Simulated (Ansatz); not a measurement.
**What a change does: single-point calculation on BN**

System: BN (P6₃/mmc, 4 atoms in the cell).
Method of run A: DFT r2SCAN, scalar-relativistic, plane waves, PAW, no spin polarisation (Ansatz 0.2.0).

The structure derives from an entry of the Crystallography Open Database. Text and figures count atoms from 1; the logs count them from 0 in places.

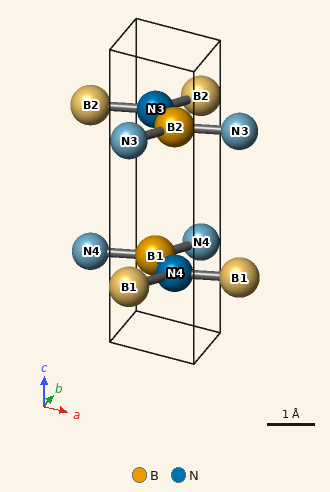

**Figure 1.** The structure (ball-and-stick view of the cell of the calculation, seen slightly off an axis; neighbours outside the cell are drawn fainter; atoms are numbered from 1 in the order of the input). An atom can appear more than once, as a periodic image. Near neighbours in the periodic cell (some may lie outside the picture): B has 3 N at 1.44 Å; N has 3 B at 1.44 Å.

Input, run A:
```yaml
crystal:
  lattice:
    - [2.5009753125, 0.0, 0.0]
    - [-1.2504876563, 2.1659081548, 0.0]
    - [0.0, 0.0, 6.5991951988]
  atoms:
    - { symbol: B, position: [0.3333333333, 0.6666666667, 0.25] }
    - { symbol: B, position: [0.6666666667, 0.3333333333, 0.75] }
    - { symbol: "N", position: [0.3333333333, 0.6666666667, 0.75] }
    - { symbol: "N", position: [0.6666666667, 0.3333333333, 0.25] }
basis:
  ecutwfc: 500
kpoints:
  mp_grid: { grid: [12, 12, 4] }
hamiltonian:
  xc: r2scan
scf:
  occupations: { method: gaussian, width: 0.05 }
output:
  forces: true
  stress: true
  eigenvalues: true
```

Command:
```bash
ansatz run input.yaml --threads 1 --pin off --max-ram 2560MiB --backend cpu --events-out ev --progress --plain --runs-dir out
```

Hardware: 1 thread of Intel Xeon (Sapphire Rapids), 32 GiB of memory available, shared host.

Output, shortened to warnings, some set-up lines, iterations and results (run A):
```
Basis set: ecut = 500 eV, 883 PW (Γ), exchange–correlation on 80×80×200 points (64 copies of the dense FFT grid, shifted against one another)
Symmetry: 24 space group operations
k-points: 57 of 576
Initial density: superposition of atomic densities (neutral atoms: chi_scale 0, normalization atom), corrected by the library's trained network
[...]
SCF iter   1: F=—  HF=-1088.114017 eV  |F-HF|=—  |Δ(HF+E_count)|=         —  Δρ=8.70e-3  dr2=1.98e-2  dr2_τ=6.93e-1  ethr=1.77e-3  ⟨swp⟩=6.5  Hψ=4315  notcnv=0
SCF iter   2: F=—  HF=-1088.244490 eV  |F-HF|=—  |Δ(HF+E_count)|=   1.30e-1  Δρ=5.15e-3  dr2=4.15e-3  dr2_τ=3.11e-4  ethr=1.24e-4  ⟨swp⟩=2.3  Hψ=1853  notcnv=0
SCF iter   3: F=—  HF=-1088.244220 eV  |F-HF|=—  |Δ(HF+E_count)|=   2.70e-4  Δρ=9.07e-4  dr2=2.10e-4  dr2_τ=1.04e-4  ethr=2.59e-5  ⟨swp⟩=2.6  Hψ=1200  notcnv=0
SCF iter   4: F=—  HF=-1088.244203 eV  |F-HF|=—  |Δ(HF+E_count)|=   1.66e-5  Δρ=2.81e-4  dr2=1.98e-5  dr2_τ=1.69e-6  ethr=1.31e-6  ⟨swp⟩=2.0  Hψ=1079  notcnv=0
SCF iter   5: F=—  HF=-1088.244197 eV  |F-HF|=—  |Δ(HF+E_count)|=   5.94e-6  Δρ=1.03e-4  dr2=2.26e-6  dr2_τ=2.22e-7  ethr=1.24e-7  ⟨swp⟩=2.0  Hψ=1105  notcnv=0
SCF iter   6: F=—  HF=-1088.244198 eV  |F-HF|=—  |Δ(HF+E_count)|=   6.22e-7  Δρ=4.00e-5  dr2=3.85e-7  dr2_τ=8.29e-9  ethr=1.41e-8  ⟨swp⟩=2.1  Hψ=1036  notcnv=0
SCF iter   7: F=-1088.244198 eV  HF=-1088.244198 eV  |F-HF|=6.66e-11  |Δ(HF+E_count)|=   3.94e-8  Δρ=4.93e-6  dr2=4.54e-9  dr2_τ=3.18e-10  ethr=6.25e-10  ⟨swp⟩=5.6  Hψ=3250  …
SCF 1 converged in 7 iterations: F = -1088.244198 eV  dr2 = 4.54e-9
SCF converged after 7 iterations
Free energy (F): -1088.244198 eV
Harris-Foulkes:  -1088.244198 eV  (|F-HF|=6.66e-11)
Internal energy: -1088.244198 eV  (E = F + TS)
E sigma→0 (E₀):  -1088.244198 eV
Fermi energy:    6.980681 eV
--- Per-component energies (eV) ---
  E_band       = -46.466790
  E_kinetic    = 367.496620
  E_local      = -686.479301  (includes V_loc(G=0)·N_el)
  E_nonlocal   = 114.153012
  E_hartree    = 221.756059
  E_xc         = -182.106146
  E_vxc        = -252.510605  (∫ρ·V_xc dr)
  E_paw        = -419.688843  (= ΣΔE_a)
  E_vpaw       = -47.063699  (= ΣTr[D̂ρ^β])
  E_aug_tail   = 0.000040  (compensation charges beyond the density's cutoff)
  E_vtau       = 14.425725  (kinetic-family band-sum trace: ∫τ·v_τ [+ j·A + Jᵃ·Aᵃ] dr)
  E_ewald      = -503.279625
  E_core_change = -0.096013  (= ΣΔE_core)
  E_smearing   = -0.000000  (= −TS)
  E_closure    = 0.000000  (closes the sum)
  Σ components = -1088.244198   (vs F -1088.244198, Δ=0.00e0)
--- Forces (eV/Å), atoms counted from 1 ---
  atom   1  B      0.00000000    -0.00000000     0.00000000
  atom   2  B     -0.00000000     0.00000000     0.00000000
  atom   3  N      0.00000000    -0.00000000     0.00000000
  atom   4  N     -0.00000000    -0.00000000     0.00000000
  max |Σ_I F_I| component: 8.33e-17 eV/Å
--- Stress (GPa, compression-positive) ---
       -0.009788       0.000000       0.000000
        0.000000      -0.009788       0.000000
        0.000000       0.000000       1.152742
  P = ⅓ Tr σ = 0.3777 GPa (3.777 kbar)
```

Run B used a changed input.

The two runs side by side:

```tsv
quantity	run A	run B
outcome	converged	converged
free energy per atom (eV)	−272.0610	−272.0619
gap on the mesh (eV)	4.83	4.93
pressure (GPa)	0.38	−0.19
volume per atom (Å³)	8.94	9.59
largest force (eV/Å)	0.000	0.000
SCF iterations	7	7
irreducible k-points	57	57
plane waves at Γ	883	991
wall time (shared host)	2.7 s	2.7 s
```

What was changed in the input?

The change (lines with − go, lines with + come):
```diff
-    - [0.0, 0.0, 6.5991951988]
+    - [0.0, 0.0, 7.0803865154]
```

With the same functional and potentials, run B lies 0.9 meV per atom lower. The gap on the mesh goes from 4.83 to 4.93 eV. The pressure goes from 0.38 to −0.19 GPa. The volume per atom goes from 8.94 to 9.59 Å³. The number of SCF iterations is the same. The plane waves at Γ go from 883 to 991.

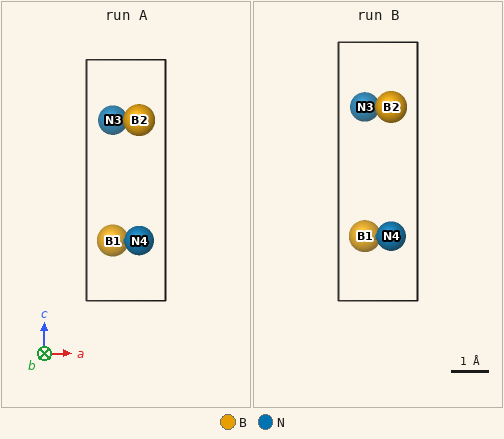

**Figure 2.** The two input geometries at one scale (ball-and-stick view of the cell of the calculation, along the b axis). The atoms keep their places relative to the cell (all moves are under 0.005 Å). Cell: a = b stay at 2.501 Å, c 6.599 → 7.080 Å (+7.3 %). Volume +7.3 %.

Output, shortened to warnings, some set-up lines, iterations and results (run B):
```
Basis set: ecut = 500 eV, 991 PW (Γ), exchange–correlation on 80×80×216 points (64 copies of the dense FFT grid, shifted against one another)
Symmetry: 24 space group operations
k-points: 57 of 576
Initial density: superposition of atomic densities (neutral atoms: chi_scale 0, normalization atom), corrected by the library's trained network
[...]
SCF iter   1: F=—  HF=-1088.116208 eV  |F-HF|=—  |Δ(HF+E_count)|=         —  Δρ=8.30e-3  dr2=1.88e-2  dr2_τ=6.92e-1  ethr=1.77e-3  ⟨swp⟩=6.5  Hψ=4346  notcnv=0
SCF iter   2: F=—  HF=-1088.247848 eV  |F-HF|=—  |Δ(HF+E_count)|=   1.32e-1  Δρ=5.00e-3  dr2=4.16e-3  dr2_τ=2.94e-4  ethr=1.18e-4  ⟨swp⟩=2.4  Hψ=1864  notcnv=0
SCF iter   3: F=—  HF=-1088.247639 eV  |F-HF|=—  |Δ(HF+E_count)|=   2.09e-4  Δρ=8.76e-4  dr2=2.31e-4  dr2_τ=1.10e-4  ethr=2.60e-5  ⟨swp⟩=2.9  Hψ=1272  notcnv=0
SCF iter   4: F=—  HF=-1088.247611 eV  |F-HF|=—  |Δ(HF+E_count)|=   2.78e-5  Δρ=2.92e-4  dr2=2.41e-5  dr2_τ=2.00e-6  ethr=1.44e-6  ⟨swp⟩=2.0  Hψ=1090  notcnv=0
SCF iter   5: F=—  HF=-1088.247604 eV  |F-HF|=—  |Δ(HF+E_count)|=   6.75e-6  Δρ=1.07e-4  dr2=2.61e-6  dr2_τ=2.64e-7  ethr=1.51e-7  ⟨swp⟩=2.0  Hψ=1109  notcnv=0
SCF iter   6: F=—  HF=-1088.247605 eV  |F-HF|=—  |Δ(HF+E_count)|=   7.42e-7  Δρ=4.28e-5  dr2=4.69e-7  dr2_τ=1.00e-8  ethr=1.63e-8  ⟨swp⟩=2.0  Hψ=1032  notcnv=0
SCF iter   7: F=-1088.247605 eV  HF=-1088.247605 eV  |F-HF|=6.28e-11  |Δ(HF+E_count)|=   4.14e-8  Δρ=5.81e-6  dr2=6.64e-9  dr2_τ=4.20e-10  ethr=6.25e-10  ⟨swp⟩=5.7  Hψ=3308  …
SCF 1 converged in 7 iterations: F = -1088.247605 eV  dr2 = 6.64e-9
SCF converged after 7 iterations
Free energy (F): -1088.247605 eV
Harris-Foulkes:  -1088.247605 eV  (|F-HF|=6.28e-11)
Internal energy: -1088.247605 eV  (E = F + TS)
E sigma→0 (E₀):  -1088.247605 eV
Fermi energy:    6.307884 eV
--- Per-component energies (eV) ---
  E_band       = -58.147098
  E_kinetic    = 367.201006
  E_local      = -760.288276  (includes V_loc(G=0)·N_el)
  E_nonlocal   = 114.132270
  E_hartree    = 252.869203
  E_xc         = -181.943535
  E_vxc        = -252.386807  (∫ρ·V_xc dr)
  E_paw        = -419.675725  (= ΣΔE_a)
  E_vpaw       = -47.047288  (= ΣTr[D̂ρ^β])
  E_aug_tail   = 0.000046  (compensation charges beyond the density's cutoff)
  E_vtau       = 14.504282  (kinetic-family band-sum trace: ∫τ·v_τ [+ j·A + Jᵃ·Aᵃ] dr)
  E_ewald      = -460.446580
  E_core_change = -0.096013  (= ΣΔE_core)
  E_smearing   = -0.000000  (= −TS)
  E_closure    = -0.000000  (closes the sum)
  Σ components = -1088.247605   (vs F -1088.247605, Δ=0.00e0)
--- Forces (eV/Å), atoms counted from 1 ---
  atom   1  B      0.00000000    -0.00000000     0.00000000
  atom   2  B      0.00000000     0.00000000     0.00000000
  atom   3  N     -0.00000000    -0.00000000     0.00000000
  atom   4  N      0.00000000     0.00000000     0.00000000
  max |Σ_I F_I| component: 9.25e-17 eV/Å
--- Stress (GPa, compression-positive) ---
       -0.047206       0.000000       0.000000
        0.000000      -0.047206       0.000000
        0.000000       0.000000      -0.465393
  P = ⅓ Tr σ = -0.1866 GPa (-1.866 kbar)
```
